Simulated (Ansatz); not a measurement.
Input file:

```
crystal:
  lattice:
    - [4.5596832365, 0.0, 0.0]
    - [-2.2798416183, 3.948801516, 0.0]
    - [0.0, 0.0, 15.1743386612]
  atoms:
    - { symbol: Na, position: [0.6666666667, 0.3333333333, 0.1235331098] }
    - { symbol: Na, position: [0.6666666667, 0.3333333333, 0.3764668902] }
    - { symbol: Na, position: [0.3333333333, 0.6666666667, 0.6235331098] }
    - { symbol: Na, position: [0.3333333333, 0.6666666667, 0.8764668902] }
    - { symbol: I, position: [0.0, 0.0, 0.0] }
    - { symbol: I, position: [0.3333333333, 0.6666666667, 0.25] }
    - { symbol: I, position: [0.0, 0.0, 0.5] }
    - { symbol: I, position: [0.6666666667, 0.3333333333, 0.75] }
basis:
  ecutwfc: 420
kpoints:
  mp_grid: { grid: [6, 6, 2] }
hamiltonian:
  xc: pbe
scf:
  occupations: { method: gaussian, width: 0.02 }
output:
  forces: true
  stress: true
  eigenvalues: true
  write_density: true
  write_potential: true
  elf: true
  volumetric_format: npy
relax:
  adjacent_minimum: "off"
  f_tol: 0.01
  max_steps: 80
  cell: { stress_tol: 0.05 }
```

Command:

```sh
ansatz run input.yaml --threads 1 --pin off --max-ram 2560MiB --backend cpu --events-out ev --progress --plain --runs-dir out
```

Below, planes, directions and counts refer to the conventional cell (a = 4.59 Å, b = 4.59 Å, c = 15.29 Å, α = 90.00°, β = 90.00°, γ = 120.00°).

The fields are those of the run's last geometry, not of the input's.

Space group P6₃/mmc; a structure generated by program, which may or may not match a known phase.

Level of theory: DFT PBE, scalar-relativistic, plane waves, PAW (Ansatz 0.2.0).

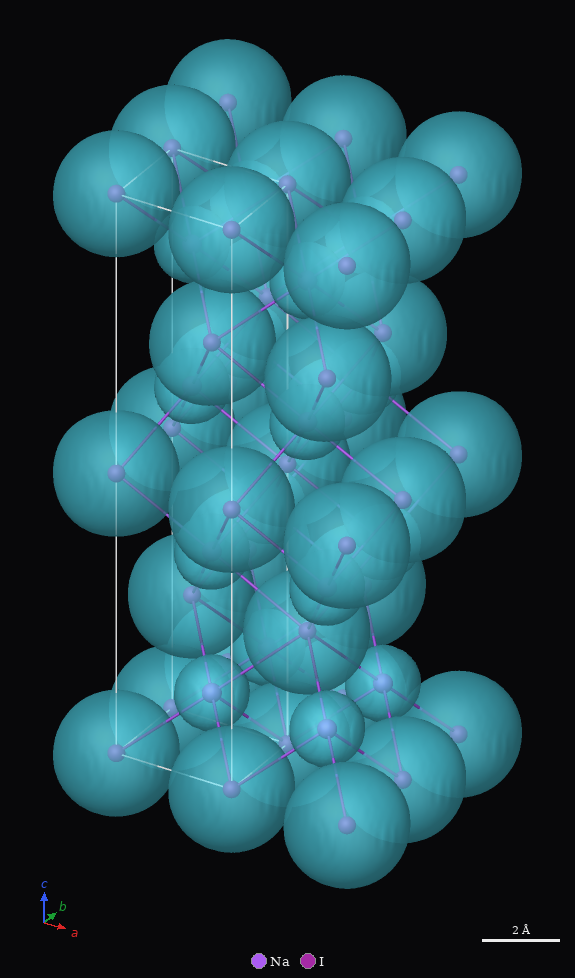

NaI. Isosurface of the valence charge density (pseudo) at 0.1 e/Å³ (cyan), seen slightly off an axis. Sticks mark near contacts.

In a PAW calculation such maps are meaningful between the atoms, not at the nuclei.

How is the density connected at this value?

Answer. At this value the density breaks into separate islands; it holds about 95 % of the electrons treated as valence (semicore included). It bridges none of the near contacts. It is pinched off along the sampled Na–I (3.25 Å) contacts. On the grid the lowest density along these lines, outside the cores, is 0.06 e/Å³ (Na–I, 3.25 Å).
